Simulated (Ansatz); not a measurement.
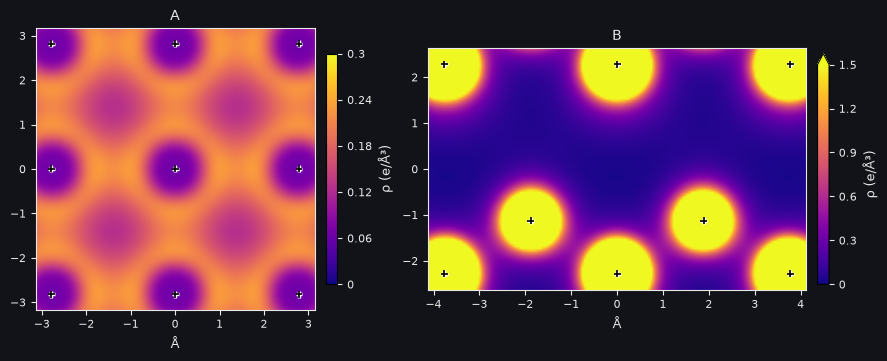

The valence pseudo-density of 2 systems, each on a plane through atoms (crosses mark nuclei in the plane).

Theory: DFT PBEsol+D3(BJ), scalar-relativistic, plane waves, PAW (Ansatz).

System 1: SnO, the (010) plane of the conventional cell. Space group P4/nmm.

```yaml
crystal:
  lattice:
    - [3.77039, 0.00000, 0.00000]
    - [0.00000, 3.77039, 0.00000]
    - [0.00000, 0.00000, 4.56337]
  atoms:
    - { symbol: Sn, position: [0.00000, 0.50000, 0.25326] }
    - { symbol: Sn, position: [0.50000, 0.00000, 0.74674] }
    - { symbol: O, position: [0.00000, 0.00000, 0.00000] }
    - { symbol: O, position: [0.50000, 0.50000, 0.00000] }
```

System 2: Al, the (001) plane of the conventional cell. Space group Immm; changed on purpose from its base cell (strain +0.0100 x Voigt [0, 0, 0, 0, 0, 1], atoms carried along); computed without spin polarisation.

```
CELL_PARAMETERS angstrom
1.97137 -1.97137 0.00000
1.99118 1.99118 0.00000
0.00000 0.00000 3.96256
ATOMIC_POSITIONS crystal
Al 0.00000 0.00000 0.00000
Al 0.50000 0.50000 0.50000
```

> Match each panel to its system.

Panel A is system 2, Al: the plane holds Al. Al–Al (2.82 Å): the density is about 0.21 e/Å³ at the midpoint. Panel B is system 1, SnO: the plane holds Sn and O. Sn–O (2.21 Å): the density is about 0.49 e/Å³ at the midpoint.
